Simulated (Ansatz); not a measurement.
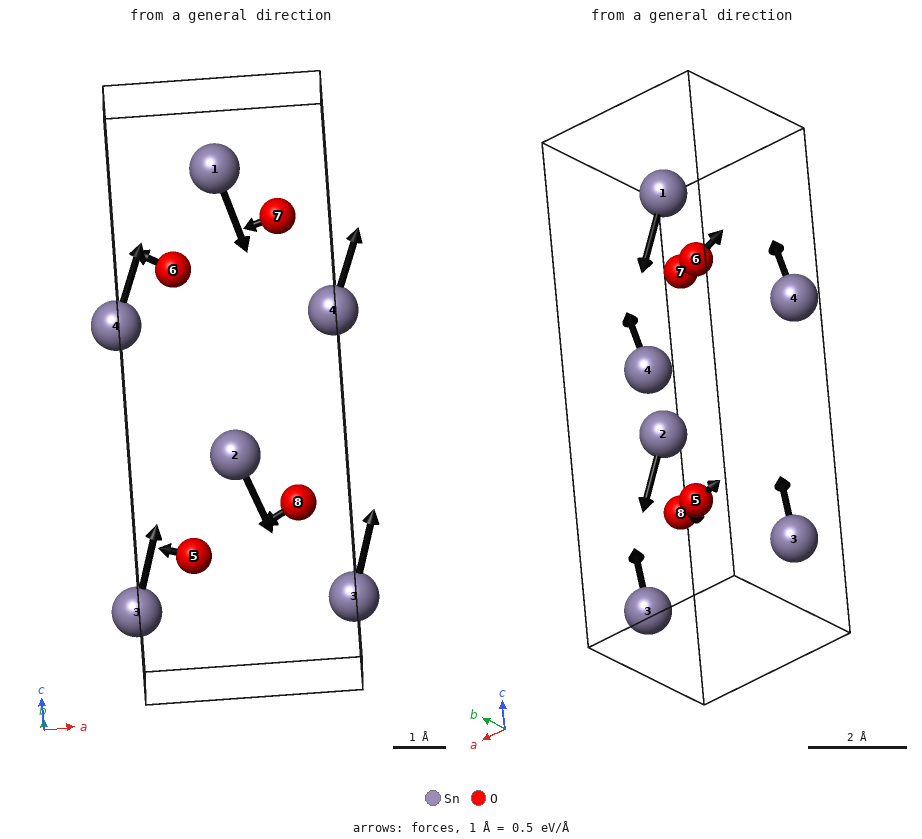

A spheres-only rendering, viewed from two general directions. The outline marks the simulation cell. The arrows are the computed forces on the atoms.

System: SnO. Setup: DFT r2SCAN, scalar-relativistic, plane waves, PAW in Ansatz; a 500 eV plane-wave basis, k-point mesh 6×8×3, Gaussian smearing of 0.05 eV, no spin polarisation.

### Are the forces small enough to call this converged?

No. The atoms still feel forces of up to about 0.67 eV/Å, far above a usual threshold of 0.01 to 0.03 eV/Å.

The structure was taken from a structure listed in the Materials Project. The cell was then strained or its atoms displaced on purpose. A calculation with Ansatz used it as input.
